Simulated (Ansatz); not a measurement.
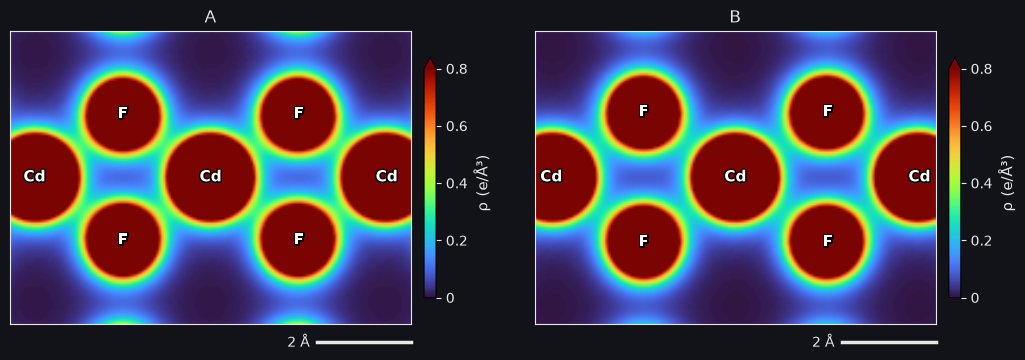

CdF₂. The valence electron density of two cells that differ in size and shape, on the (101̄) plane of each (indices in the axes of the calculation cell), at one length scale and on one colour scale: B has 14.2 Å³ an atom and A 12.6.

Theory: DFT PBE, scalar-relativistic, plane waves, PAW in Ansatz.

The density is the valence pseudo-density of a PAW calculation; it isn't the true density close to the nuclei.

The larger cell:

```yaml
crystal:
  lattice:
    - [0.00000, 2.77482, 2.77482]
    - [2.77482, 0.00000, 2.77482]
    - [2.77482, 2.77482, 0.00000]
  atoms:
    - { symbol: Cd, position: [0.00000, 0.00000, 0.00000] }
    - { symbol: F, position: [0.25000, 0.25000, 0.25000] }
    - { symbol: F, position: [0.75000, 0.75000, 0.75000] }
```

The smaller cell: a = 3.753 Å, b = 3.753 Å, c = 3.810 Å, α = 59.50°, β = 59.50°, γ = 61.00°.

What changes from the larger cell to the smaller?

From the larger cell to the smaller, Cd–F goes from 2.40 to 2.31 Å, and the density at its midpoint from 0.27 to 0.34 e/Å³; the pressure goes from −3.2 to 9 GPa; the Kohn–Sham gap goes from 2.8 eV to 3.2 eV.
